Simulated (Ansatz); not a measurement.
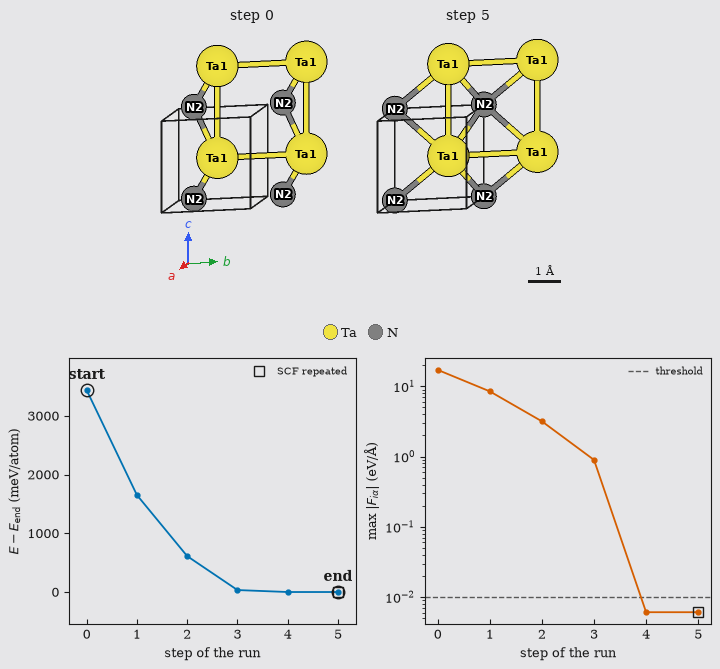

First and last geometry of a relaxation of crystalline TaN (set up in P1), with the history of the run. The picture is a ball-and-stick view of the cell of the calculation, repeated 1 × 2 × 2 with one cell outlined, seen slightly off an axis.

Case: all atoms moved at random, sigma 0.25 Å for each component; relaxed back.

Method: DFT PBE, scalar-relativistic, plane waves, PAW (Ansatz).

Input file:
```yaml
crystal:
  lattice:
    - [2.9501846796, 0.0, 0.0]
    - [-1.4750923398, 2.5549348784, 0.0]
    - [0.0, 0.0, 2.8977716012]
  atoms:
    - { symbol: Ta, position: [0.2619508897, 0.483934889, 0.4784720744] }
    - { symbol: "N", position: [0.0713824436, 0.1827317777, 0.0215279256] }
basis:
  ecutwfc: 420
kpoints:
  mp_grid: { grid: [12, 12, 12] }
hamiltonian:
  xc: pbe
scf:
  occupations: { method: gaussian, width: 0.15 }
output:
  forces: true
  stress: true
  eigenvalues: true
relax:
  adjacent_minimum: "off"
  f_tol: 0.01
  max_steps: 80
```

Launched with:
```bash
ansatz run input.yaml --threads 1 --pin off --max-ram 2560MiB --backend cpu --events-out ev --progress --plain --runs-dir out
```

Q: Did the run converge, and what did it change?

A: It converged. After 4 accepted moves (5 points after the start) the energy has fallen by 3439 meV per atom. Largest force component: 17 eV/Å at the start, 0.0061 eV/Å at the end. 1 step only repeated the SCF at the same geometry. The largest moves, 0.47 Å, are those of Ta1 and N2. Ta1 goes roughly along [1 3 0]. By element the largest moves are Ta 0.47 Å, N 0.47 Å. The cell doesn't change. Some distances before and after: Ta1–N2 1.536 → 2.236 Å, Ta1–N2 (another image) 2.864 → 2.237 Å, Ta1–N2 (another image) 2.740 → 2.236 Å, Ta1–N2 (another image) 1.756 → 2.236 Å. New bonds form: Ta1–N2 (2.73 → 2.24 Å), Ta1–N2 (2.74 → 2.24 Å), Ta1–N2 (2.86 → 2.24 Å). Among the angles between lasting bonds that change: Ta1–N2–Ta1 123.2° → 80.8°. The space group (tolerance 0.01 Å) goes from P1 (No. 1) to P-6m2 (No. 187).
